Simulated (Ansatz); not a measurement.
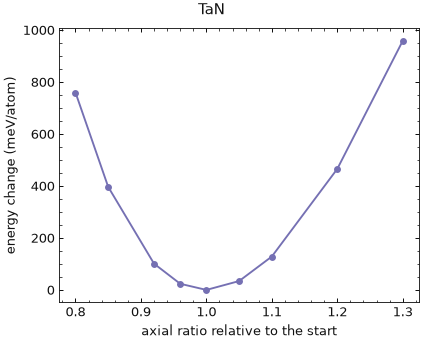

Plotted: energy change against relative axial ratio for TaN, space group P-6m2 (No. 187).

Structure:
```
CELL_PARAMETERS angstrom
2.93800 0.00000 0.00000
-1.46900 2.54438 0.00000
0.00000 0.00000 2.88300
ATOMIC_POSITIONS crystal
Ta 0.33333 0.66667 0.50000
N 0.00000 0.00000 0.00000
```

How it was computed, with Ansatz 0.2.0: deformation of a crystal at fixed volume, lengths along the axis scaled against those across it, fractional coordinates fixed, by plane-wave density functional theory with PAW datasets, free energies less that of the undisturbed cell; scalar-relativistic. Level: PBEsol, no spin polarisation.

wave cutoff 420 eV; k mesh 24×24×18; occupations Gaussian; smearing width 0.15 eV; k shift (0, 0, 0) (mesh steps); start as given; path axial; axis direction (0, 0, 1) (Cartesian unit vector).

**At which relative axial ratio is the energy change least?**

The lowest computed point is at relative axial ratio 1.00 (0 meV/atom).

Keep in mind: reference crystal is not relaxed; shape and atomic fractions are frozen while scaling, which makes layered, chain and framework solids too stiff.
